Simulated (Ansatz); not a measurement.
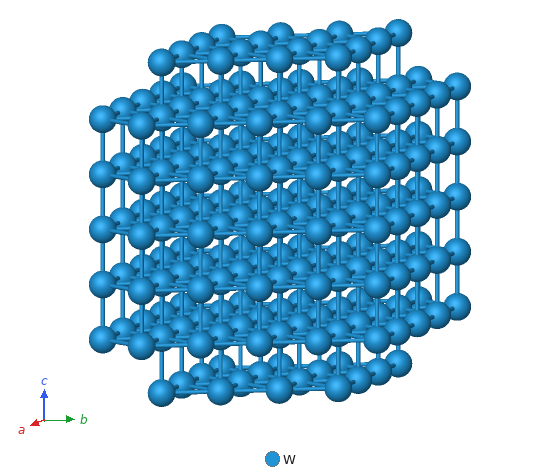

The compound is W (space group P6/mmm, No. 191), taken as coordinates from a relaxation with Ansatz, DFT PBEsol, scalar-relativistic, plane waves, PAW; the starting structure was generated, so it need not be a known form of this composition.

Bonds are taken as W–W below 3.1 Å. Simplification: prune 0- and 1-connected atoms, fold 2-connected ones into links.

> What kind of net remains, and which atoms are its nodes?

A uninodal 8-connected, three-periodic net: W is an 8-connected node.

> Does the net have a name?

It is the hex net, known from the primitive hexagonal lattice.

> Is the net interpenetrated?

It is a single net, without interpenetration.

> How many nodes does the smallest cycle have?

Three.

The simplified net, drawn on the atoms' positions. Nodes are coloured by element. Edges to nodes outside the piece are drawn as stubs.

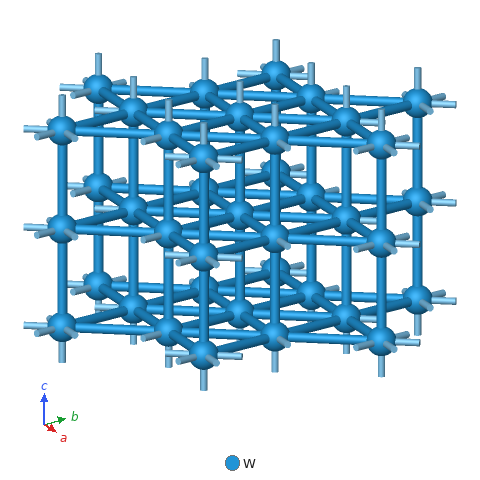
